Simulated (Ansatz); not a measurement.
Take the following structure.

```cif
data_structure
_symmetry_space_group_name_H-M 'P -6 m 2'
_symmetry_Int_Tables_number 187
_cell_length_a 3.3144
_cell_length_b 3.3144
_cell_length_c 16.6587
_cell_angle_alpha 90.000
_cell_angle_beta 90.000
_cell_angle_gamma 120.000
_cell_volume 158.48
loop_
_atom_site_label
_atom_site_type_symbol
_atom_site_symmetry_multiplicity
_atom_site_Wyckoff_symbol
_atom_site_fract_x
_atom_site_fract_y
_atom_site_fract_z
_atom_site_occupancy
W1 W 1 b 0.00000 0.00000 0.50000 1
Se1 Se 2 h 0.33333 0.66667 0.59970 1
```

### Summarise the structure in words.

The material is WSe₂. The cell comprises 1 formula unit: 1 W, 2 Se. The coordination shell of W holds six Se in a trigonal prismatic arrangement at 2.53 Å. Se is coordinated by three W in a trigonal pyramidal arrangement at 2.53 Å. Not all metal-metal contacts are counted. The bonds build WSe2 layers parallel to (001).

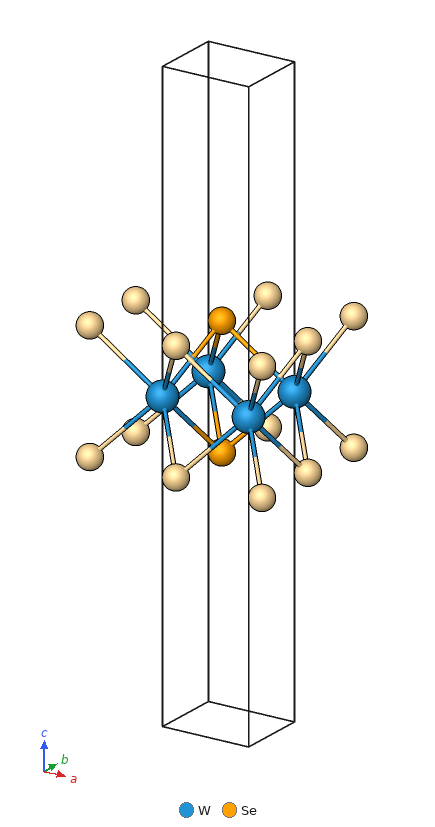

This ball-and-stick model is shown slightly off an axis. The box is the simulation cell; atoms on or close to its faces, edges and corners are drawn wherever they repeat. Periodic images bonded to atoms of the box are shown as well, in fainter colours.

Origin of the cell: a structure listed in the Materials Project. Atoms and cell were optimised with DFT r2SCAN, scalar-relativistic, plane waves, PAW (Ansatz 0.2.0).
